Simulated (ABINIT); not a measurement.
## Optical-spectrum calculation, with input and output: ZnSe (part 2 of 2)

ZnSe (F-43m, 2 atoms in the cell); Kohn-Sham DFT of a periodic cell, LDA, PseudoDojo NC SR LDA v0.4.1 standard, no spin polarisation (ABINIT 10.8.3); cutoff 1061.24 eV, 6×6×6 k-mesh, fixed occupations. The structure derives from an entry of the Crystallography Open Database.

Geometry of the input (Å; fractional positions):
```
0.0000  2.8338  2.8338
2.8338  0.0000  2.8338
2.8338  2.8338  0.0000
Se 0.7500  0.7500  0.7500
Zn 0.0000  0.0000  0.0000
```

### The program's output, continued
```
     iter   Etot(hartree)      deltaE(h)  residm     vres2
 ETOT  1  -316.97476328252    -3.170E+02 2.299E+00 4.351E+04
 ETOT  2  -314.54183838864     2.433E+00 1.199E+00 1.038E+05
 ETOT  3  -328.00028605771    -1.346E+01 1.783E+00 1.239E+04
 ETOT  4  -329.27053163962    -1.270E+00 1.416E-01 7.141E+03
 ETOT  5  -329.69348784391    -4.230E-01 5.500E-02 3.741E+03
 ETOT  6  -329.80548790158    -1.120E-01 8.362E-04 2.819E+03
 ETOT  7  -330.02283487212    -2.173E-01 1.302E-03 1.029E+03
 ETOT  8  -330.10561762985    -8.278E-02 2.115E-03 3.555E+02
 ETOT  9  -330.13991092327    -3.429E-02 4.571E-04 8.821E+01
 ETOT 10  -330.15121741841    -1.131E-02 2.882E-04 2.516E-02
 ETOT 11  -330.15129179263    -7.437E-05 6.690E-06 1.962E-02
 ETOT 12  -330.15130173513    -9.943E-06 6.145E-07 5.598E-03
 ETOT 13  -330.15130268117    -9.460E-07 4.973E-08 3.525E-06
 ETOT 14  -330.15130268727    -6.103E-09 5.502E-09 5.900E-05
 ETOT 15  -330.15130269788    -1.061E-08 1.233E-09 9.948E-07
 ETOT 16  -330.15130269808    -1.990E-10 6.585E-11 2.306E-07
 ETOT 17  -330.15130269815    -6.355E-11 2.703E-11 3.812E-08
 ETOT 18  -330.15130269816    -1.370E-11 1.904E-12 6.887E-10
 ETOT 19  -330.15130269816     1.705E-12 7.436E-13 2.647E-11
 ETOT 20  -330.15130269814     1.307E-11 4.173E-14 1.687E-12
 ETOT 21  -330.15130269814     1.251E-12 2.102E-14 5.409E-15

 At SCF step   21       vres2   =  5.41E-15 < tolvrs=  1.00E-12 =>converged.

 Cartesian components of stress tensor (hartree/bohr^3)
  sigma(1 1)=  1.32343243E-04  sigma(3 2)=  0.00000000E+00
  sigma(2 2)=  1.32343243E-04  sigma(3 1)=  0.00000000E+00
  sigma(3 3)=  1.32343243E-04  sigma(2 1)=  0.00000000E+00

--- !ResultsGS
iteration_state: {dtset: 1, }
comment   : Summary of ground state results
lattice_vectors:
- [  0.0000000,   5.3551059,   5.3551059, ]
- [  5.3551059,   0.0000000,   5.3551059, ]
- [  5.3551059,   5.3551059,   0.0000000, ]
lattice_lengths: [   7.57326,    7.57326,    7.57326, ]
lattice_angles: [ 60.000,  60.000,  60.000, ] # degrees, (23, 13, 12)
lattice_volume:   3.0713845E+02
convergence: {deltae:  1.251E-12, res2:  5.409E-15, residm:  2.102E-14, diffor: null, }
etotal    :  -3.30151303E+02
entropy   :   0.00000000E+00
fermie    :   1.14315705E-01
cartesian_stress_tensor: # hartree/bohr^3
- [  1.32343243E-04,   0.00000000E+00,   0.00000000E+00, ]
- [  0.00000000E+00,   1.32343243E-04,   0.00000000E+00, ]
- [  0.00000000E+00,   0.00000000E+00,   1.32343243E-04, ]
pressure_GPa:  -3.8937E+00
xred      :
- [  7.5000E-01,   7.5000E-01,   7.5000E-01, Se]
- [  0.0000E+00,   0.0000E+00,   0.0000E+00, Zn]
cartesian_forces: # hartree/bohr
- [ -3.92826794E-31,  -3.92826794E-31,   1.17848038E-30, ]
- [  3.92826794E-31,   3.92826794E-31,  -1.17848038E-30, ]
force_length_stats: {min:   1.30285908E-30, max:   1.30285908E-30, mean:   1.30285908E-30, }
...

 Integrated electronic density in atomic spheres:
 ------------------------------------------------
 Atom  Sphere_radius  Integrated_density
    1        2.00000         13.25808483
    2        2.00000         18.13662587
================================================================================

 ----iterations are completed or convergence reached----

 Mean square residual over all n,k,spin=   73.069E-18; max=  21.019E-15
 reduced coordinates (array xred) for    2 atoms
       0.750000000000      0.750000000000      0.750000000000
       0.000000000000      0.000000000000      0.000000000000
 rms dE/dt=  5.9500E-30; max dE/dt=  8.4145E-30; dE/dt below (all hartree)
    1      -0.000000000000     -0.000000000000      0.000000000000
    2       0.000000000000      0.000000000000      0.000000000000

 cartesian coordinates (angstrom) at end:
    1      4.25070000000000     4.25070000000000     4.25070000000000
    2      0.00000000000000     0.00000000000000     0.00000000000000

 cartesian forces (hartree/bohr) at end:
    1     -0.00000000000000    -0.00000000000000     0.00000000000000
    2      0.00000000000000     0.00000000000000    -0.00000000000000
 frms,max,avg= 7.5220604E-31 1.1784804E-30   0.000E+00  0.000E+00  0.000E+00 h/b

 cartesian forces (eV/Angstrom) at end:
    1     -0.00000000000000    -0.00000000000000     0.00000000000000
    2      0.00000000000000     0.00000000000000    -0.00000000000000
 frms,max,avg= 3.8679990E-29 6.0599898E-29   0.000E+00  0.000E+00  0.000E+00 e/A
 length scales=  1.889726125908  1.889726125908  1.889726125908 bohr
              =  1.000000000000  1.000000000000  1.000000000000 angstroms
 Fermi (or HOMO) energy (hartree) =   0.11432   Average Vxc (hartree)=  -0.37956
 Eigenvalues (hartree) for nkpt=  28  k points:
 kpt#   1, nband= 18, wtk=  0.02778, kpt= -0.0833 -0.1667  0.0000 (reduced coord)
  -4.45740   -2.78964   -2.78964   -2.78964   -1.61278   -1.61278   -1.61278   -1.61258
  -1.61258   -0.36662   -0.12737   -0.12618   -0.12616   -0.11444   -0.11385    0.05395
   0.10111    0.10388
 prteigrs : prtvol=0 or 1, do not print more k-points.

--- !EnergyTerms
iteration_state     : {dtset: 1, }
comment             : Components of total free energy in Hartree
kinetic             :  1.70470506564698E+02
hartree             :  1.24777192846737E+02
xc                  : -4.60034196561646E+01
Ewald energy        : -1.64371564730923E+02
psp_core            :  6.45919173349288E+00
local_psp           : -3.22519458408195E+02
non_local_psp       : -9.89637510477880E+01
total_energy        : -3.30151302698143E+02
total_energy_eV     : -8.98387461733297E+03
band_energy         : -4.35049183849061E+01
...

 Cartesian components of stress tensor (hartree/bohr^3)
  sigma(1 1)=  1.32343243E-04  sigma(3 2)=  0.00000000E+00
  sigma(2 2)=  1.32343243E-04  sigma(3 1)=  0.00000000E+00
  sigma(3 3)=  1.32343243E-04  sigma(2 1)=  0.00000000E+00

-Cartesian components of stress tensor (GPa)         [Pressure= -3.8937E+00 GPa]
- sigma(1 1)=  3.89367264E+00  sigma(3 2)=  0.00000000E+00
- sigma(2 2)=  3.89367264E+00  sigma(3 1)=  0.00000000E+00
- sigma(3 3)=  3.89367264E+00  sigma(2 1)=  0.00000000E+00

================================================================================
== DATASET  2 ==================================================================

--- !DatasetInfo
iteration_state: {dtset: 2, }
dimensions: {natom: 2, nkpt: 28, mband: 28, nsppol: 1, nspinor: 1, nspden: 1, mpw: 3597, }
cutoff_energies: {ecut:  39.0, pawecutdg:  -1.0, }
electrons: {nelect:   3.60000000E+01, charge:   0.00000000E+00, occopt:   1.00000000E+00, tsmear:   1.00000000E-02, }
meta: {optdriver: 0, ionmov: 0, optcell: 0, iscf: -2, paral_kgb: 0, }
...

 mkfilename : getden/=0, take file _DEN from output of DATASET   1.

 Exchange-correlation functional for the present dataset will be:
  LDA: Perdew-Wang 92 LSD fit to Ceperley-Alder data - ixc=7
  J.P.Perdew and Y.Wang, PRB 45, 13244 (1992)

 Real(R)+Recip(G) space primitive vectors, cartesian coordinates (Bohr,Bohr^-1):
 R(1)=  0.0000000  5.3551059  5.3551059  G(1)= -0.0933688  0.0933688  0.0933688
 R(2)=  5.3551059  0.0000000  5.3551059  G(2)=  0.0933688 -0.0933688  0.0933688
 R(3)=  5.3551059  5.3551059  0.0000000  G(3)=  0.0933688  0.0933688 -0.0933688
 Unit cell volume ucvol=  3.0713845E+02 bohr^3
 Angles (23,13,12)=  6.00000000E+01  6.00000000E+01  6.00000000E+01 degrees

 getcut: wavevector=  0.0000  0.0000  0.0000  ngfft=  45  45  45
         ecut(hartree)=     39.000   => boxcut(ratio)=   2.06668
--------------------------------------------------------------------------------

================================================================================
 Non-SCF case, kpt    1 ( -0.08333 -0.16667  0.00000), residuals and eigenvalues=
  2.71E-13  4.72E-13  7.16E-13  4.44E-13  6.68E-13  3.75E-13  8.66E-13  1.41E-13
  2.97E-13  2.95E-13  8.97E-13  4.70E-13  2.83E-13  6.96E-13  7.33E-13  3.89E-13
  8.73E-13  1.55E-13  7.58E-13  9.12E-13  9.95E-13  5.80E-13  4.60E-13  4.96E-13
  8.96E-13  8.70E-13  1.21E-11  4.50E-10
 -4.4574E+00 -2.7896E+00 -2.7896E+00 -2.7896E+00 -1.6128E+00 -1.6128E+00
 -1.6128E+00 -1.6126E+00 -1.6126E+00 -3.6662E-01 -1.2737E-01 -1.2618E-01
 -1.2616E-01 -1.1444E-01 -1.1385E-01  5.3954E-02  1.0111E-01  1.0388E-01
  2.1156E-01  3.0515E-01  3.5021E-01  3.5160E-01  4.6664E-01  5.2561E-01
  5.3283E-01  5.8628E-01  6.3601E-01  6.6709E-01
 prteigrs : prtvol=0 or 1, do not print more k-points.

--- !ResultsGS
iteration_state: {dtset: 2, }
comment   : Summary of ground state results
lattice_vectors:
- [  0.0000000,   5.3551059,   5.3551059, ]
- [  5.3551059,   0.0000000,   5.3551059, ]
- [  5.3551059,   5.3551059,   0.0000000, ]
lattice_lengths: [   7.57326,    7.57326,    7.57326, ]
lattice_angles: [ 60.000,  60.000,  60.000, ] # degrees, (23, 13, 12)
lattice_volume:   3.0713845E+02
convergence: {deltae:  0.000E+00, res2:  0.000E+00, residm:  9.950E-13, diffor:  0.000E+00, }
etotal    :  -3.30151303E+02
entropy   :   0.00000000E+00
fermie    :   1.14315705E-01
cartesian_stress_tensor: null
pressure_GPa: null
xred      :
- [  7.5000E-01,   7.5000E-01,   7.5000E-01, Se]
- [  0.0000E+00,   0.0000E+00,   0.0000E+00, Zn]
cartesian_forces: null
force_length_stats: {min: null, max: null, mean: null, }
...

 Integrated electronic density in atomic spheres:
 ------------------------------------------------
 Atom  Sphere_radius  Integrated_density
    1        2.00000         13.25808483
    2        2.00000         18.13662587
================================================================================

 ----iterations are completed or convergence reached----

 Mean square residual over all n,k,spin=   51.703E-14; max=  99.504E-14
 reduced coordinates (array xred) for    2 atoms
       0.750000000000      0.750000000000      0.750000000000
       0.000000000000      0.000000000000      0.000000000000

 cartesian coordinates (angstrom) at end:
    1      4.25070000000000     4.25070000000000     4.25070000000000
    2      0.00000000000000     0.00000000000000     0.00000000000000
 length scales=  1.889726125908  1.889726125908  1.889726125908 bohr
              =  1.000000000000  1.000000000000  1.000000000000 angstroms
 Eigenvalues (hartree) for nkpt=  28  k points:
 kpt#   1, nband= 28, wtk=  0.02778, kpt= -0.0833 -0.1667  0.0000 (reduced coord)
  -4.45740   -2.78964   -2.78964   -2.78964   -1.61278   -1.61278   -1.61278   -1.61258
  -1.61258   -0.36662   -0.12737   -0.12618   -0.12616   -0.11444   -0.11385    0.05395
   0.10111    0.10388    0.21156    0.30515    0.35021    0.35160    0.46664    0.52561
   0.53283    0.58628    0.63601    0.66709
 prteigrs : prtvol=0 or 1, do not print more k-points.

================================================================================
== DATASET  3 ==================================================================

--- !DatasetInfo
iteration_state: {dtset: 3, }
dimensions: {natom: 2, nkpt: 28, mband: 24, nsppol: 1, nspinor: 1, nspden: 1, mpw: 3597, }
cutoff_energies: {ecut:  39.0, pawecutdg:  -1.0, }
electrons: {nelect:   3.60000000E+01, charge:   0.00000000E+00, occopt:   1.00000000E+00, tsmear:   1.00000000E-02, }
meta: {optdriver: 8, wfk_task: 7, }
...

 mkfilename : getwfk/=0, take file _WFK from output of DATASET   2.

 Exchange-correlation functional for the present dataset will be:
  LDA: Perdew-Wang 92 LSD fit to Ceperley-Alder data - ixc=7
  J.P.Perdew and Y.Wang, PRB 45, 13244 (1992)

--------------------------------------------------------------------------------

 Computation of velocity matrix elements (DDK)

 Parameters extracted from the Abinit header:
    ecut:     39.0
    nkpt:    864
    mband:   28
    nsppol:  1
    nspinor: 1
    useylm:  0
    inclvkb: 2
    bmin: 1, bmax: 28
    Computing diagonal and off-diagonal matrix elements
    Between band index bmin: 1, bmax: 28

== END DATASET(S) ==============================================================
================================================================================

 -outvars: echo values of variables after computation  --------
            acell      1.8897261259E+00  1.8897261259E+00  1.8897261259E+00 Bohr
           etotal1    -3.3015130270E+02
           etotal3     0.0000000000E+00
            fcart1    -3.9282679402E-31 -3.9282679402E-31  1.1784803821E-30
                       3.9282679402E-31  3.9282679402E-31 -1.1784803821E-30
            fcart3     0.0000000000E+00  0.0000000000E+00  0.0000000000E+00
                       0.0000000000E+00  0.0000000000E+00  0.0000000000E+00
            rprim      0.0000000000E+00  2.8338000000E+00  2.8338000000E+00
                       2.8338000000E+00  0.0000000000E+00  2.8338000000E+00
                       2.8338000000E+00  2.8338000000E+00  0.0000000000E+00
           strten1     1.3234324300E-04  1.3234324300E-04  1.3234324300E-04
                       0.0000000000E+00  0.0000000000E+00  0.0000000000E+00
           strten3     0.0000000000E+00  0.0000000000E+00  0.0000000000E+00
                       0.0000000000E+00  0.0000000000E+00  0.0000000000E+00
           xangst      4.2507000000E+00  4.2507000000E+00  4.2507000000E+00
                       0.0000000000E+00  0.0000000000E+00  0.0000000000E+00
             xred      7.5000000000E-01  7.5000000000E-01  7.5000000000E-01
                       0.0000000000E+00  0.0000000000E+00  0.0000000000E+00
 Calculation completed.
```

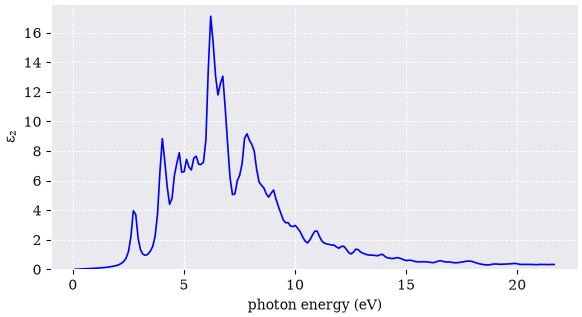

Figure 1. Imaginary part of the dielectric function (first component that the program prints). The highest peak, 17.1, lies at 6.20 eV.
